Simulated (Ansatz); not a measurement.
## Electronic structure of Si in real space

The calculation's input:

```
crystal:
  lattice:
    - [3.8002614755, -0.0006637319, 0.0139721038]
    - [-1.9007055464, 3.3448595715, -0.0212786367]
    - [0.0231238741, -0.0273135994, 6.4134142109]
  atoms:
    - { symbol: Si, position: [0.3096995668, 0.6493212464, 0.066677332] }
    - { symbol: Si, position: [0.6664564156, 0.3316802056, 0.565303025] }
    - { symbol: Si, position: [0.3531846744, 0.6809725957, 0.4323778991] }
    - { symbol: Si, position: [0.6706593431, 0.3380259524, 0.9356417439] }
basis:
  ecutwfc: 500
kpoints:
  mp_grid: { grid: [12, 12, 4] }
hamiltonian:
  xc: r2scan
scf:
  occupations: { method: gaussian, width: 0.05 }
output:
  forces: true
  stress: true
  eigenvalues: true
  write_density: true
  write_potential: true
  elf: true
  volumetric_format: npy
```

Run with:

```sh
ansatz run input.yaml --threads 2 --pin off --max-ram 5120MiB --backend cpu --events-out ev --progress --plain --runs-dir out
```

Below, planes, directions and counts refer to the conventional cell (a = 3.80 Å, b = 3.85 Å, c = 6.41 Å, α = 90.22°, β = 90.42°, γ = 119.59°).

Space group P1; a structure from a database of computed crystals, not necessarily the ambient phase; changed on purpose from its base cell (all atoms moved at random, sigma 0.05 A a component, cell strained at random, sigma 0.01); not relaxed (largest force 1.5 eV/Å).

The calculation used Ansatz, DFT r2SCAN, scalar-relativistic, plane waves, PAW.

In a PAW calculation such maps are meaningful between the atoms, not at the nuclei.

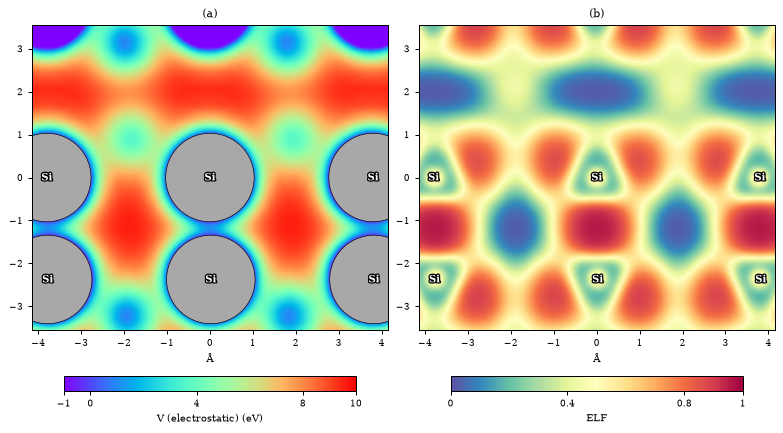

Figure 1. (a) electrostatic potential (local pseudopotential plus Hartree) felt by an electron; (b) electron localisation function on the (010) plane of the conventional cell. Grey discs cover the atomic cores in the potential map.

Read the bonding off the picture.

Atoms in the plane: Si.
Si–Si (2.38 Å): the ELF peaks at about 0.95 between the atoms: a shared electron pair.
Outside the cores the potential energy rises away from the atoms and is highest about 2.2 Å from the nearest atoms; its zero is arbitrary.

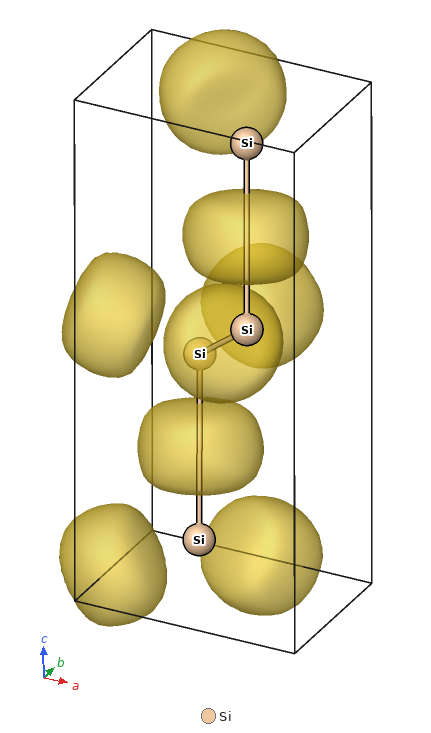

Figure 2. Isosurface of the ELF at 0.75 (yellow), seen slightly off an axis. Only the valence region is drawn (cores and ρ < 0.01 e/Å³ removed). Sticks mark near contacts.

Identify the bonds, lone pairs and shells in this picture.

The surface consists of eight regions between bonded Si–Si atoms (shared pairs), counted in one cell of 4 atoms. Any copies at cell faces, edges or corners count once. Along the contacts the grid gives the following. Si–Si (2.27 Å): the ELF peaks at about 0.95 between the atoms; a covalent bond. Si–Si (2.33 Å): the ELF peaks at about 0.95 between the atoms (localised, covalent bonding).

Does the calculation make it a metal, or give it a gap?

It is gapped, with a Kohn–Sham gap of 0.43 eV on the k-point mesh (the band edges may lie off the mesh, which would make the gap smaller).
